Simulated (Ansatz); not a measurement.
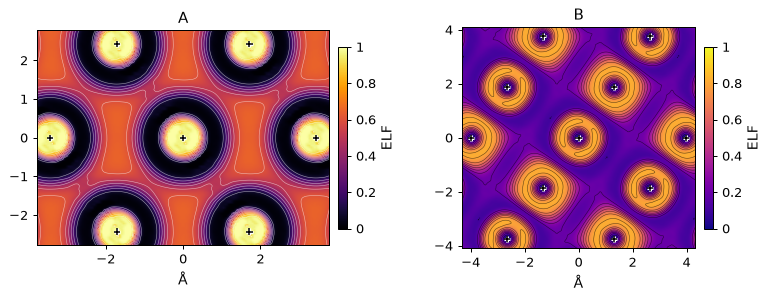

The ELF of 2 systems, each on a plane through atoms (crosses mark nuclei in the plane).

These are results of DFT PBE, scalar-relativistic, plane waves, PAW (Ansatz), not measurements.

System 1: Li, the (101̄) plane of the conventional cell. Space group Im-3m; computed without spin polarisation.

```yaml
crystal:
  lattice:
    - [3.43245, 0.00000, 0.00000]
    - [0.00000, 3.43245, 0.00000]
    - [0.00000, 0.00000, 3.43245]
  atoms:
    - { symbol: Li, position: [0.00000, 0.00000, 0.00000] }
    - { symbol: Li, position: [0.50000, 0.50000, 0.50000] }
```

System 2: Zr16N15 (cell with a defect), the (100) plane of the calculation cell. Computed without spin polarisation.

Which map belongs to which system?

Answer. Panel A is system 1, Li: the plane holds Li. Li–Li (2.97 Å): the ELF is about 0.50 at the midpoint. Panel B is system 2, Zr16N15: the plane holds Zr and N. Zr–N (2.30 Å): the ELF peaks at about 0.80 in the valence shell of N, 0.7 Å from its nucleus, and drops to about 0.15 between the two atoms (no localised pair shows between them).
